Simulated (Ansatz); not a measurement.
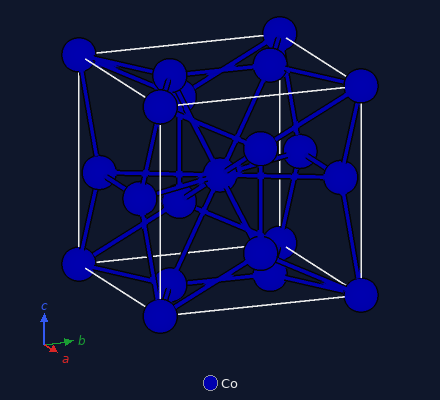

The structure; the drawing may span several cells.

Structure (in its standard cell), the geometry relaxed with DFT, PBE, plane waves (420 eV) with PAW, scalar-relativistic in Ansatz 0.2.0; the starting structure was generated, so it need not be a known form of this composition:

```yaml
crystal:
  lattice:
    - [4.39742, 0.00000, 0.00000]
    - [0.00000, 4.39742, 0.00000]
    - [0.00000, 0.00000, 4.39742]
  atoms:
    - { symbol: Co, position: [0.00000, 0.00000, 0.00000] }
    - { symbol: Co, position: [0.50000, 0.50000, 0.50000] }
    - { symbol: Co, position: [0.25000, 0.00000, 0.50000] }
    - { symbol: Co, position: [0.75000, 0.00000, 0.50000] }
    - { symbol: Co, position: [0.50000, 0.25000, 0.00000] }
    - { symbol: Co, position: [0.50000, 0.75000, 0.00000] }
    - { symbol: Co, position: [0.00000, 0.50000, 0.25000] }
    - { symbol: Co, position: [0.00000, 0.50000, 0.75000] }
```

### Predict the [110] zone-axis pattern (200 kV, kinematic, B = 0.8 Å²).

The spots form a rectangular net whose two shortest vectors correspond to d = 3.11 Å and 2.20 Å, 90.0° apart. They are 1 -1 0 (itself too weak to see) and 0 0 2. The pattern has symmetry 2mm. A glide plane extinguishes reflections such as 1 -1 -1, 1 -1 1, 2 -2 -1; a screw axis and a glide plane both extinguish reflections such as 0 0 1, 0 0 3, 0 0 5; reflections such as 1 -1 0, 2 -2 0, 3 -3 0 are allowed but too weak to see at this display level.

Strongest reflections with d > 0.81 Å, one of each family (|F|² from tabulated Gaussian fits of the electron scattering factors, times a small damping for the curvature of the Ewald sphere):

```tsv
hkl	d (Å)	I (strongest = 100)
0 0 2	2.199	100
0 0 4	1.099	78
1 -1 2	1.795	67
2 -2 2	1.269	29
3 -3 2	0.938	11
```

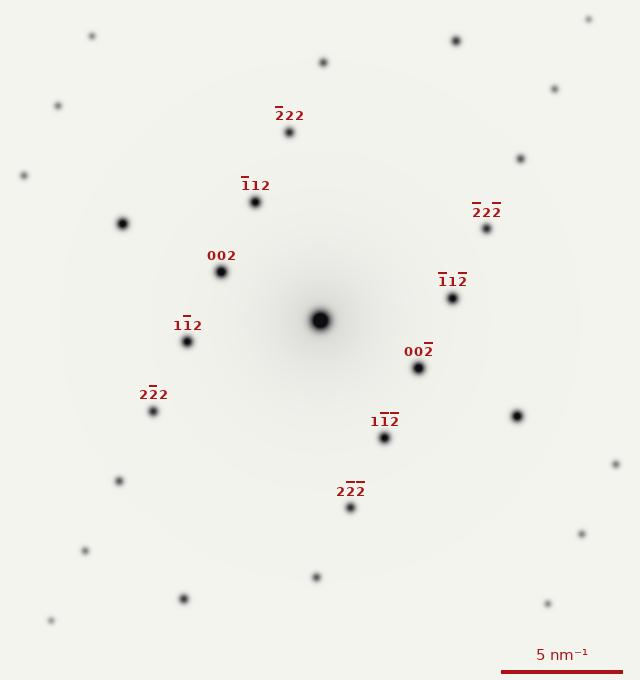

Calculated pattern, seen from the source side with [110] pointing towards the source.
